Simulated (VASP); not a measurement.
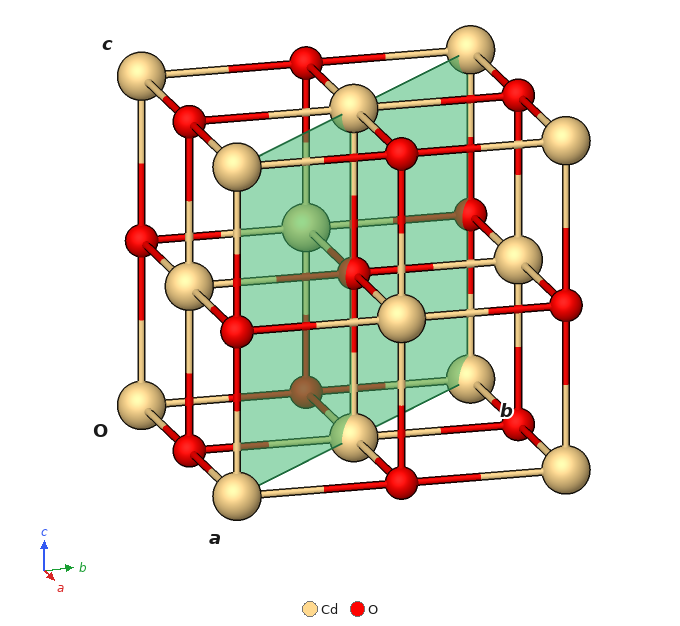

Every member of one family of equally spaced planes, hx + ky + lz = a whole number, that cuts the unit cell is shaded (one member passes through the origin O, touching the cell only at an edge or corner). Crystal: CdO, coordinates from a relaxation with VASP, VASP Kohn-Sham DFT of a periodic cell, BLYP, VASP PAW PBE potentials, recommended. The drawing is computed from the coordinates (standard cell, symmetry found to 0.002 Å).

a = 4.848 Å, b = 4.848 Å, c = 4.848 Å, α = 90.00°, β = 90.00°, γ = 90.00°.

Which (hkl) family is drawn?

Answer. (1 1 0); the opposite sign names the same planes. The member next to the origin meets the axes a at 1, b at 1, c never.

What is the spacing?

Answer. d = 3.428 Å.

Which atoms of the cell lie in these planes (within 0.03 Å)?

Answer. 2 of the 4 Cd, 2 of the 4 O.

The space group is Fm-3m, No. 225. How many reflections hkl are equivalent to this one (itself included), and does it occur?

Answer. 12 reflections are equivalent in the Laue class m-3m. The reflection is systematically absent, by the centring.
